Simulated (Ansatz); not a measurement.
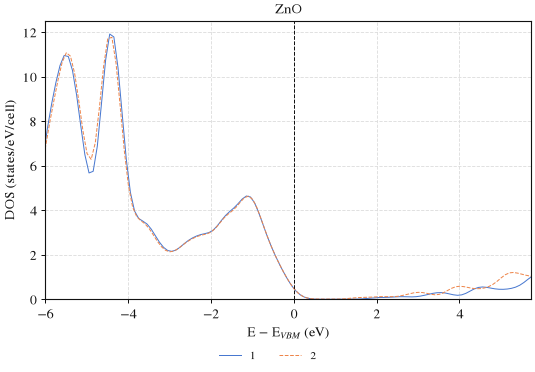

Total densities of states of wurtzite ZnO, space group P6_3mc, 4 atoms in the cell (a = 3.249 Å, c = 5.206 Å (hexagonal axes)), by two methods on the same cell. The DOS curves are built from the levels of the k mesh with Gaussians 0.55 eV wide, which also blur the band edges; ripples of that width can come from the mesh. Each is counted from its own valence-band top.

### Which curve is which? The methods: LDA, m-r2SCAN.

1 is m-r2SCAN; 2 is LDA. m-r2SCAN gives a gap of 1.23 eV and LDA gives a gap of 0.74 eV.

Settings. m-r2SCAN: Ansatz PAW, no spin polarisation, no spin-orbit coupling, 9×9×5 k mesh, 500 eV cutoff, Fermi-Dirac smearing of 0.05 eV (Ansatz). LDA: Ansatz PAW, no spin polarisation, no spin-orbit coupling, 9×9×5 k mesh, 420 eV cutoff, Fermi-Dirac smearing of 0.05 eV (Ansatz 0.2.0).

Gaps are the smallest over all k points computed. The cell is at −7 GPa in LDA and −1 GPa in m-r2SCAN. The PAW data sets were made with another functional. LDA, GGA and most meta-GGA functionals understate gaps.
